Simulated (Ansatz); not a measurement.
**CdSe: band-structure calculation (part 2 of 2)**

CdSe (Imm2, 2 atoms in the cell); DFT, HSE06, plane waves, PAW, no spin polarisation (Ansatz 0.2.0); cutoff 420 eV, 6×6×6 k-mesh, fixed occupations. The structure was built on a prototype by a generator. The geometry comes from this level: r2SCAN (a point of a series of strains). It belongs to a series of runs on one base structure; here: shear_xy strain +2.5%.

Geometry of the input (Å; fractional positions):
```
0.0383  3.0678  3.0678
3.0678  0.0383  3.0678
3.1061  3.1061  0.0000
Cd 0.0027  0.0027  -0.0027
Se 0.2473  0.2473  0.2527
```

Output, continued:
```
--- Forces (eV/Å), atoms counted from 1 ---
  atom   1  Cd     0.00000000    -0.00000000    -0.00747705
  atom   2  Se     0.00000000     0.00000000     0.00744938
  max |Σ_I F_I| component: 2.77e-5 eV/Å
--- Stress (GPa, compression-positive) ---
        0.206214      -0.568926      -0.000000
       -0.568926       0.206214      -0.000000
       -0.000000      -0.000000       0.200673
  P = ⅓ Tr σ = 0.2044 GPa (2.044 kbar)
--- Band table (eV; the first three rows and the last of 46) ---
  k-point 0: bands = ["-100.1699", "-59.8990", "-59.8981", "-59.8974", "-43.6616", "-43.6609", "-43.6562", "-43.6551", "-43.6532", "-6.9981", "-2.5728", "-2.5694", "-2.5646", "-2.2196", "-2.2190", "6.4783", "6.5296", "6.5905", "8.0122", "13.3632", "13.5093", "13.6507"]
  k-point 1: bands = ["-100.1699", "-59.8990", "-59.8981", "-59.8973", "-43.6616", "-43.6609", "-43.6562", "-43.6551", "-43.6532", "-6.9051", "-2.5446", "-2.5395", "-2.4741", "-2.2209", "-2.2191", "4.8303", "6.3059", "6.3847", "9.2962", "13.1839", "13.8118", "13.9588"]
  k-point 2: bands = ["-100.1699", "-59.8990", "-59.8981", "-59.8973", "-43.6617", "-43.6609", "-43.6562", "-43.6550", "-43.6532", "-6.7184", "-2.4990", "-2.4968", "-2.2148", "-2.2095", "-2.1686", "2.8769", "5.9337", "6.0153", "9.9371", "14.0024", "14.1462", "14.1554"]
  k-point 45: bands = ["-100.1699", "-59.8989", "-59.8980", "-59.8973", "-43.6617", "-43.6609", "-43.6563", "-43.6551", "-43.6531", "-6.5026", "-2.3677", "-2.3386", "-2.3292", "-2.1682", "-1.8156", "2.3130", "4.5400", "4.7535", "10.4743", "11.2970", "16.6976", "17.9547"]
```

File bands.tsv:
```
# k_distance	band_0	band_1	band_2	band_3	band_4	band_5	band_6	band_7	band_8	band_9	band_10	band_11	band_12	band_13	band_14	band_15	band_16	band_17	band_18	band_19	band_20	band_21
# fermi_ev = 6.590530
# lock_threshold_ev = 1e-6
# [0, 0, 0] at k_distance = 0.000000
# [-0.5, -0.5, 0] at k_distance = 1.024060
# [-0.375, -0.375, 0.25] at k_distance = 1.381650
# [-0.375, 0, 0.375] at k_distance = 2.014084
# [0, 0, 0.5] at k_distance = 2.646518
# [-0.5, -0.25, 0.25] at k_distance = 3.370723
# levels_relative_to = fermi_ev
# free_energy_ev = -13730.133100
# largest_residual_norms_ev = 1.878e-4 5.367e-5 6.855e-5 5.751e-5 1.142e-4 8.398e-5 7.791e-5 7.751e-5 8.367e-5 4.549e-4 1.216e-3 1.454e-3 1.681e-3 2.553e-3 1.290e-3 4.624e-4 7.674e-4 7.527e-4 7.745e-4 8.886e-4 1.284e-3 1.410e-3
0.000000	-106.760466	-66.489514	-66.488637	-66.487899	-50.252142	-50.251386	-50.246735	-50.245604	-50.243725	-13.588655	-9.163313	-9.159911	-9.155154	-8.810099	-8.809572	-0.112267	-0.060925	0.000000	1.421624	6.772655	6.918791	7.060138
1.024060	-106.760479	-66.489441	-66.488538	-66.487825	-50.252229	-50.251400	-50.246812	-50.245596	-50.243659	-13.093135	-8.958257	-8.929135	-8.919682	-8.758705	-8.406173	-4.277484	-2.050481	-1.836983	3.883777	4.706481	10.107098	11.364132
1.381650	-106.760490	-66.489480	-66.488585	-66.487764	-50.252229	-50.251420	-50.246808	-50.245577	-50.243667	-13.106785	-8.999108	-8.964318	-8.873289	-8.782684	-8.341437	-4.193927	-2.685633	-1.505373	4.740502	5.900257	9.194175	9.699396
2.014084	-106.760478	-66.489484	-66.488572	-66.487762	-50.252220	-50.251431	-50.246798	-50.245529	-50.243711	-13.102538	-9.004008	-8.961076	-8.871052	-8.784273	-8.332737	-4.173241	-2.638053	-1.601473	4.568429	6.088459	9.143204	9.613879
2.646518	-106.760474	-66.489482	-66.488597	-66.487786	-50.252208	-50.251440	-50.246783	-50.245561	-50.243684	-13.215891	-9.071788	-9.071287	-8.795579	-8.788987	-8.506226	-4.601481	-0.826512	-0.744068	3.354727	7.455763	7.482371	8.310669
3.370723	-106.760478	-66.489474	-66.488554	-66.487781	-50.252225	-50.251418	-50.246803	-50.245558	-50.243689	-13.093534	-8.990973	-8.976586	-8.845039	-8.803759	-8.295556	-4.130997	-2.380211	-2.265237	5.920187	6.145295	7.460409	8.489477
```

File rho_z.tsv:
```
# z_ang	rho[e/angstrom^3]
# format = ansatz-planar-average/11
# lattice	0.038347262	3.067780965	3.067780965
# lattice	3.067780965	0.038347262	3.067780965
# lattice	3.106128227	3.106128227	0.000000000
# sites	2
# site	48	-0.000000000	-0.000000000	0.016408568
# site	34	1.553064114	1.553064114	1.517481914
0.000000	1.389078e0
0.146424	1.342138e0
0.292849	1.196183e0
0.439273	1.029890e0
0.585697	9.357302e-1
0.732121	9.794734e-1
0.878546	1.142058e0
1.024970	1.290059e0
1.171394	1.265394e0
1.317819	1.039479e0
1.464243	7.319618e-1
1.610667	4.733755e-1
1.757091	3.072247e-1
1.903516	2.133173e-1
2.049940	1.606264e-1
2.196364	1.276585e-1
2.342789	1.034406e-1
2.489213	8.505030e-2
2.635637	7.265706e-2
2.782061	6.589236e-2
2.928486	6.518431e-2
3.074910	7.266650e-2
3.221334	9.271680e-2
3.367759	1.357687e-1
3.514183	2.195130e-1
3.660607	3.629775e-1
3.807032	5.737604e-1
3.953456	8.340587e-1
4.099880	1.097637e0
4.246304	1.301361e0
```

File v_z.tsv:
```
# z_ang	v_es[eV]	v_tot[eV]
# format = ansatz-planar-average/11
# xc	hse06
# density_cutoff_ev	1680
# datasets	Cd=:simpson_from_first_knot:soft:fock:shift=0	Se=:simpson_from_first_knot:soft:fock:shift=0
# lattice	0.038347262	3.067780965	3.067780965
# lattice	3.067780965	0.038347262	3.067780965
# lattice	3.106128227	3.106128227	0.000000000
# sites	2
# site	48	-0.000000000	-0.000000000	0.016408568
# site	34	1.553064114	1.553064114	1.517481914
0.000000	3.095573e0	-6.036146e0
0.146424	2.388740e0	-6.959285e0
0.292849	1.938205e0	-7.506593e0
0.439273	1.878513e0	-7.577528e0
0.585697	2.174120e0	-7.234706e0
0.732121	2.726348e0	-6.573612e0
0.878546	3.455709e0	-5.670680e0
1.024970	4.279084e0	-4.596158e0
1.171394	5.079498e0	-3.485374e0
1.317819	5.742612e0	-2.479992e0
1.464243	6.265449e0	-1.583274e0
1.610667	6.755300e0	-6.970039e-1
1.757091	7.310871e0	2.716385e-1
1.903516	8.025406e0	1.397238e0
2.049940	8.925806e0	2.689380e0
2.196364	9.860513e0	4.001299e0
2.342789	1.056416e1	5.032081e0
2.489213	1.092079e1	5.656030e0
2.635637	1.102124e1	5.955568e0
2.782061	1.093306e1	5.926092e0
2.928486	1.067412e1	5.663827e0
3.074910	1.022071e1	5.227274e0
3.221334	9.522391e0	4.374874e0
3.367759	8.637283e0	3.070332e0
3.514183	7.695600e0	1.587493e0
3.660607	6.794918e0	9.732672e-2
3.807032	5.969144e0	-1.331653e0
3.953456	5.211306e0	-2.653793e0
4.099880	4.508596e0	-3.868890e0
4.246304	3.827982e0	-4.978597e0
```

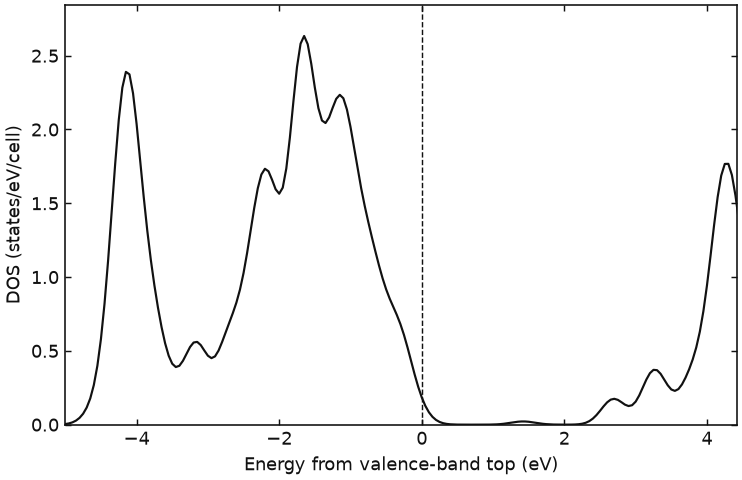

Density of states (the curve is built from the levels of the k mesh with Gaussians 0.4 eV wide, which also blur the band edges), with energies from the valence-band top. There is a gap of 1.42 eV on the k-point mesh. Small ripples come from the finite k-point mesh.

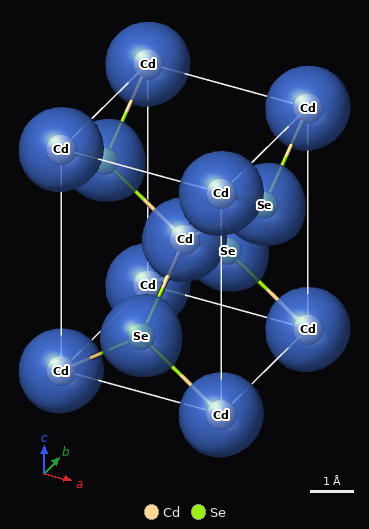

Isosurface of the valence electron density at 0.6 e/Å³ (blue), seen at an oblique angle. Sticks mark near contacts. The outline is the cell set on symmetry axes. At this value the density breaks into separate islands; it holds about 80 % of the electrons treated as valence (semicore included). It is pinched off along the Cd–Se (2.65 Å) contacts. On the grid the lowest density along these lines, outside the cores, is 0.37 e/Å³ (Cd–Se, 2.65 Å). The fields are those of the smooth PAW valence density.

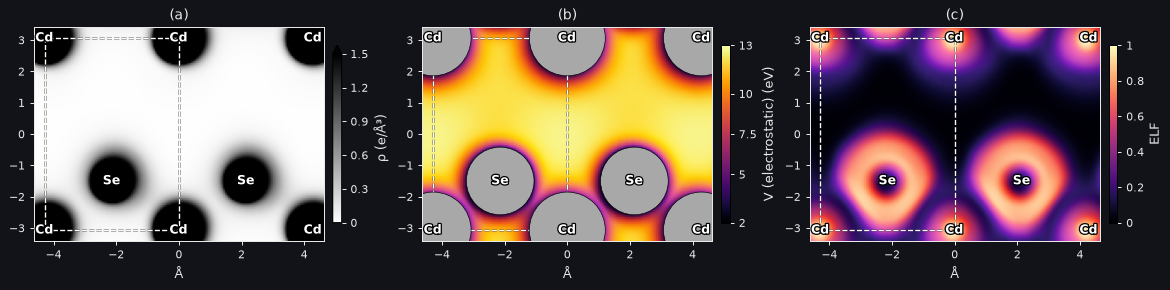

(a) valence charge density (pseudo); (b) electrostatic potential energy of an electron; (c) ELF on the (010) plane of the conventional cell. Grey discs, where drawn, cover atomic cores. Cd–Se (2.65 Å): ρ at the midpoint is about 0.37 e/Å³; the ELF is about 0.40 at the midpoint. Away from the nuclei the density in this plane falls to 0.008 e/Å³ at its lowest. The strong features right at Cd lie inside the PAW spheres (semicore, d or f shells) and say nothing about bonding. Outside the cores the potential energy rises away from the atoms and is highest about 2.5 Å from the nearest atoms; outside the discs it spans about 9 eV, and its zero is arbitrary.
